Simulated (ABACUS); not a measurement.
# SnTe: 7 runs along one coordinate

System: SnTe (Fm-3m, 2 atoms in the cell).
Method: Kohn-Sham DFT of a periodic cell, PBE, PseudoDojo NC SR 0.4.1 PBE standard, no spin polarisation (ABACUS 3.10.1).

The 7 runs differ only in the geometry, by an even scaling of the cell at fixed fractional positions. The structure derives from an entry of the Crystallography Open Database.

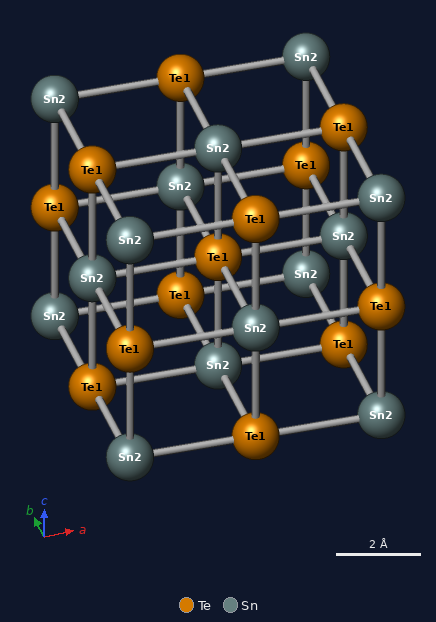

Figure 1. The structure of run 4 (ball-and-stick view of the cell 4 times as large as that of the calculation, set on its symmetry axes, seen at an oblique angle; atoms are numbered from 1 in the order of the input).

**Input of run 4**
```
INPUT_PARAMETERS
suffix              SnTe
calculation         scf
basis_type          lcao
pseudo_dir          ./
orbital_dir         ./
symmetry            1
dft_functional      pbe
ecutwfc             100
pseudo_rcut         10
nspin               1
nbands              19
ks_solver           genelpa
smearing_method     fd
smearing_sigma      0.00367493
scf_thr             1e-07
scf_nmax            100
mixing_type         broyden
mixing_beta         0.7
cal_force           1
cal_stress          1
out_mul             1
out_chg             1
out_pot             2
out_elf             1
```

**File STRU of run 4**
```
ATOMIC_SPECIES
Te 127.6000 Te.upf
Sn 118.7100 Sn.upf

NUMERICAL_ORBITAL
Te_confined-atom_8au_2s2p2d.orb
Sn_confined-atom_8au_2s2p2d.orb

LATTICE_CONSTANT
1.8897261246

LATTICE_VECTORS
0.0000000000 3.1508500000 3.1508500000
3.1508500000 0.0000000000 3.1508500000
3.1508500000 3.1508500000 0.0000000000

ATOMIC_POSITIONS
Direct

Te
0.0
1
0.5000000000 0.5000000000 0.5000000000 1 1 1

Sn
0.0
1
0.0000000000 0.0000000000 0.0000000000 1 1 1
```

**File KPT of run 4**
```
K_POINTS
0
Gamma
7 7 7 0 0 0
```

Command:
```bash
OMP_NUM_THREADS=1 mpirun -np 4 abacus > log
```

Lattice vectors (Å) and fractional positions of run 4:
```
   0.000000    3.150850    3.150850
   3.150850    0.000000    3.150850
   3.150850    3.150850    0.000000
Te  0.500000  0.500000  0.500000
Sn  0.000000  0.000000  0.000000
```

Run 5 differs from it as follows:
```diff
-out_chg             1
-out_pot             2
-out_elf             1
-0.0000000000 3.1508500000 3.1508500000
-3.1508500000 0.0000000000 3.1508500000
-3.1508500000 3.1508500000 0.0000000000
+0.0000000000 3.1717171644 3.1717171644
+3.1717171644 0.0000000000 3.1717171644
+3.1717171644 3.1717171644 0.0000000000
```

**Results, with one run withheld**

| run | volume per atom (Å³) | free energy per atom, from the lowest run given (meV) | pressure (GPa) | gap on the mesh (eV) |
| --- | --- | --- | --- | --- |
| 1 | 29.404 | 73.97 | 6.68 | 0.51 |
| 2 | 30.030 | 50.66 | 5.31 | 0.56 |
| 3 | 30.656 | 32.26 | 4.09 | 0.61 |
| 4 | 31.281 | 18.62 | 2.99 | 0.66 |
| 5 | 31.907 | ? | ? | ? |
| 6 | 32.532 | 2.72 | 1.11 | 0.74 |
| 7 | 33.158 | 0.00 | 0.30 | 0.74 |

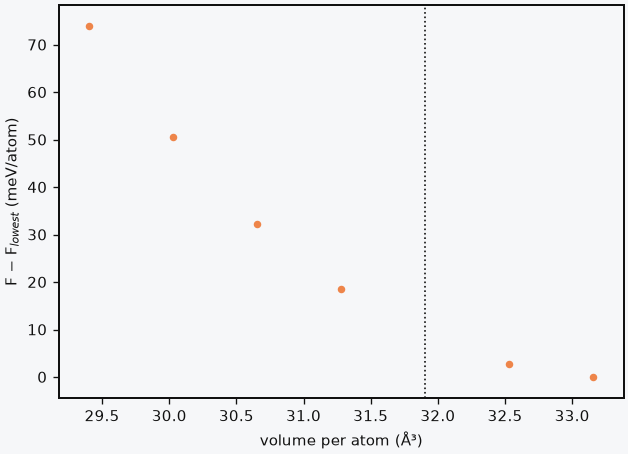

Figure 2. Free energy per atom of the runs given; the dotted line marks run 5.

Fit the runs given and predict run 5.

A cubic polynomial in V^(−2/3) (the Birch–Murnaghan form), fitted to the 6 runs given, misses them by at most 0.07 meV per atom. With x = V^(−2/3) − 0.10105 Å⁻², it reads F = 21.469 + 9361.2 x + 1.0195e+06 x² + 2.5348e+06 x³ (meV per atom). At run 5 it gives 8.82 meV per atom, and the run itself gives 8.79. The slope of the fit gives a pressure −dF/dV of 2.01 GPa there, and the run prints 2.00 GPa. The fit has no minimum inside this range. The gap on the mesh goes, without turning, from 0.51 eV in run 1 to 0.74 eV in run 7; run 5 has 0.71 eV. These are gaps of this functional on this mesh, which can miss the band edges; they aren't the measured gap.

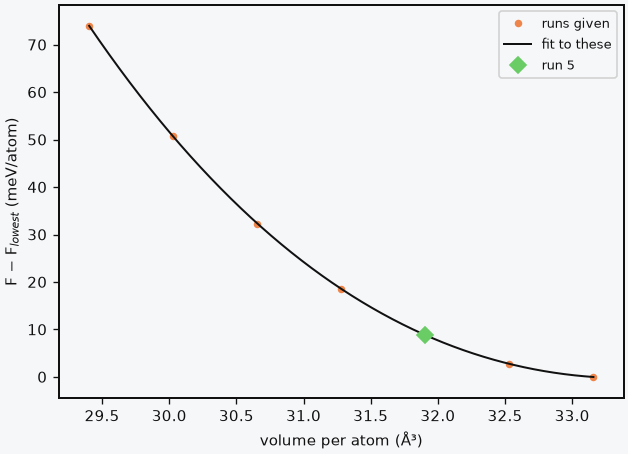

Figure 3. The fit and the withheld run.

**Some lines of the output (run 5)**
```
[...]
                             Volume (A^3) = 63.8135
 E_Fermi        0.7195780093         9.7903610822
 E_Fermi        0.7197960807         9.7933280960
 E_Fermi        0.7201117850         9.7976234729
 E_Fermi        0.7204271356         9.8019140380
 E_Fermi        0.7205497904         9.8035828427
 E_Fermi        0.7205778351         9.8039644092
 E_Fermi        0.7205845355         9.8040555730
 E_KS(sigma->0) -367.3614896494      -4998.2094850002
 E_Fermi        0.7205838195         9.8040458319
 final etot is -4998.209517 eV
 EFERMI = 9.8040458319 eV
 TOTAL-PRESSURE: 20.000245 KBAR
 !FINAL_ETOT_IS -4998.2095170456814230 eV
```

Notes: Points of doubt noted for this run: home made orbitals.
